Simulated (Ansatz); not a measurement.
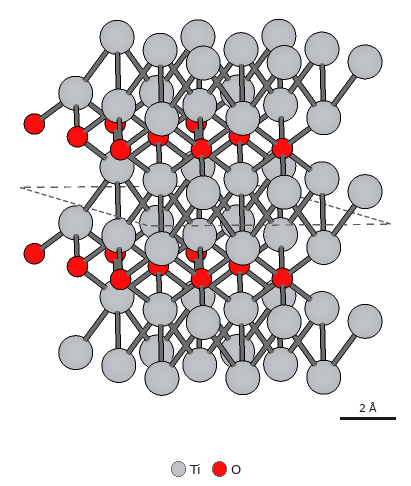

Energy scan for a crystal of Ti2O (P-3m1), in which the crystal is pulled apart rigidly along the normal of the (0 0 1) plane of the conventional cell, at a cut between a plane of Ti below and one of Ti above, 2.23 Å apart. One cut stands in each cell, which starts 9.6 Å high; nothing is relaxed, and the dashed outline marks the cut. The picture shows the perfect crystal around the cut (dashed). Style: ball-and-stick. Shown: the layers on both sides of the cut, from the side, nearly along the cut plane.

These are results of DFT r2SCAN, scalar-relativistic, plane waves, PAW in Ansatz, not measurements. Settings: plane-wave cutoff 500 eV; k-point mesh 18 × 18 × 5; occupations gaussian; smearing width 0.15 eV; no spin polarisation. Energies (free energies at the smearing named) are counted from the relaxed crystal.

Input
```yaml
crystal:
  lattice:
    - [-1.4757173909, -2.5560174986, 0.0]
    - [1.4757173909, -2.5560174986, 0.0]
    - [0.0, 0.0, 9.6280088048]
  atoms:
    - { symbol: Ti, position: [0.3333333333, 0.3333333333, 0.1344449356] }
    - { symbol: Ti, position: [0.3333333333, 0.3333333333, 0.6344449356] }
    - { symbol: Ti, position: [0.6666666667, 0.6666666667, 0.3655550644] }
    - { symbol: Ti, position: [0.6666666667, 0.6666666667, 0.8655550644] }
    - { symbol: O, position: [1.0, 0.0, 0.5] }
    - { symbol: O, position: [1.0, 0.0, 0.0] }
basis:
  ecutwfc: 500
kpoints:
  mp_grid: { grid: [18, 18, 5] }
hamiltonian:
  xc: r2scan
scf:
  occupations: { method: gaussian, width: 0.15 }
output:
  forces: true
  stress: true
  eigenvalues: true
  write_density: true
  write_potential: true
  elf: true
  volumetric_format: npy
```

Launched with:
```bash
ansatz run input.yaml --threads 2 --pin off --max-ram 5120MiB --backend cpu --events-out ev --progress --plain --runs-dir out
```

> Give the energy at each point (the opening: −0.30, 0.00, 0.25, 0.50, 1.00, 1.50, 2.00, 3.00, 6.00 Å).

```csv
opening (Å),ΔE per area (J/m²)
−0.30,0.96
0.00,0.00
0.25,0.39
0.50,1.23
1.00,3.09
1.50,4.56
2.00,5.52
3.00,6.30
6.00,6.52
```

At the widest opening, 6.00 Å, the energy has risen by 6.52 J/m², where the curve has levelled off: this is the ideal work of separation, the sum of the two unrelaxed surface energies of a slab 9.6 Å thick. The steepest rise lies between 0.50 Å and 1.00 Å, with a mean traction of about 37 GPa. Pressing the cut together by 0.30 Å costs 0.96 J/m².
